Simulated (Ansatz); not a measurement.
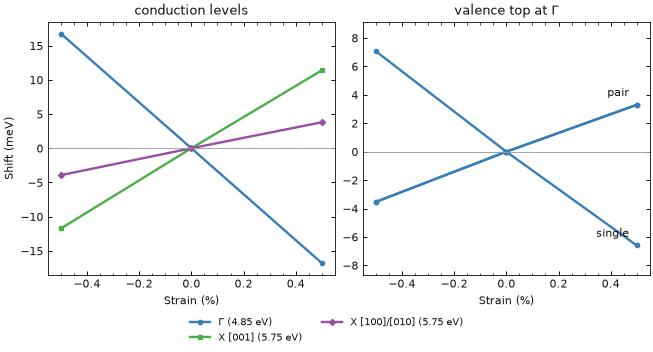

Shifts of the lowest conduction level at the points named, against the centre of the valence top at Γ (unstrained energies in the legend), and the splitting of that top about its centre. Directions are on the cubic axes.

System: rocksalt RbCl, space group Fm-3m, 2 atoms in the primitive cell, in a cell relaxed beforehand; cubic a = 6.377 Å. Here the cell is stretched along z by ±0.5 %, with x and y held, and the atoms are carried along without relaxing. Level of theory: LDA, all-electron LAPW, no spin polarisation, no spin-orbit coupling, 6×6×6 k mesh, fixed occupations; code Ansatz.

Q: How fast does each conduction level move?

A: For each 1 % of strain: −34 meV at Γ, +23 meV at X [001] and +8 meV at X [100]/[010].

Q: What shear deformation potential follows for the X levels?

A: For the X levels E[001] − E[100] = Ξu (εzz − εxx), and the splitting is +15 meV for 1 %, so Ξu = 1.5 eV.

Q: How does the valence top split?

A: The threefold valence top splits at 21 meV for each 1 % of strain; under tension the single level lies below the pair. With E(single) − E(pair) = 3b (εzz − εxx), b = −0.68 eV.

LDA, GGA and most meta-GGA functionals understate gaps. Spin-orbit coupling, left out here, splits this threefold top even without strain.
